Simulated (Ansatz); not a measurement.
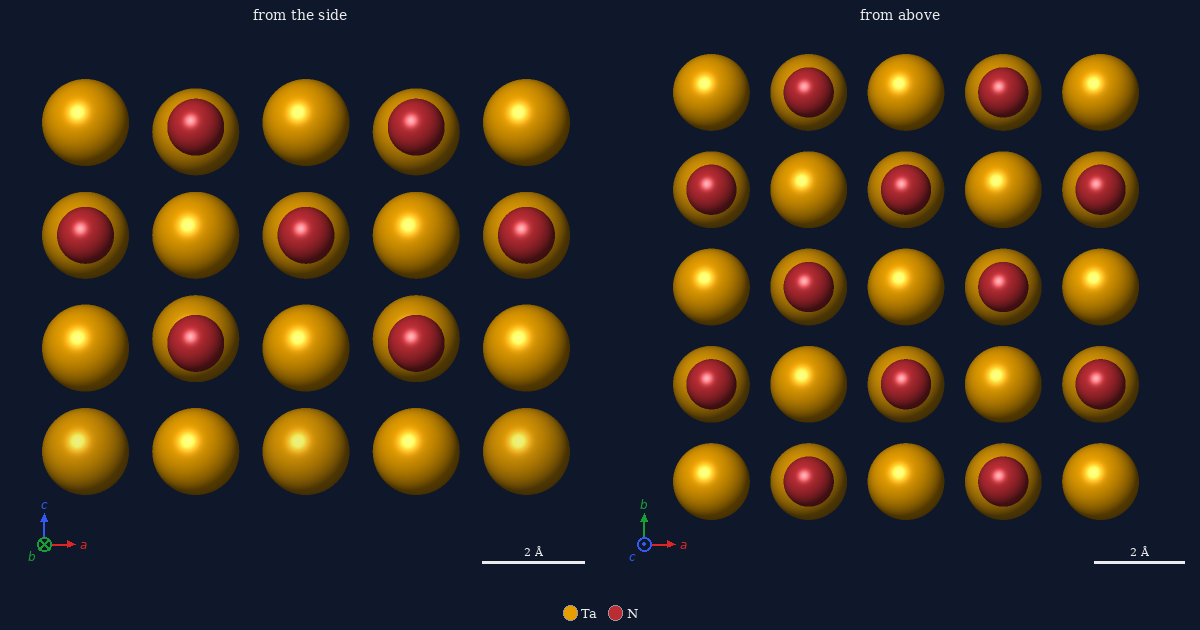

A spheres-only picture of a periodic slab, seen from the side and from above. The surface normal points up in side views; the vacuum is left out. 2×2 cells are drawn in the plane, with atoms at the edges repeated.

The cell holds 8 Ta, 6 N.

Which atoms form the outer planes?

Answer. The top face ends in N and Ta, the bottom face in N and Ta.

What is its extent along the surface normal?

Answer. About 7 Å from the lowest to the highest atom.

How are the atomic planes stacked?

Answer. Four planes: TaN / Ta2N / TaN / Ta2N.

The model was built from a structure listed in the Materials Project. The cell was then strained or its atoms displaced on purpose. It was the input of a calculation with Ansatz.

At this level of theory the run's own cell isn't at rest (stretched, at -8 GPa and forces up to 3.2 eV/Å), so its distances can differ from those at equilibrium, the more so the softer the solid.
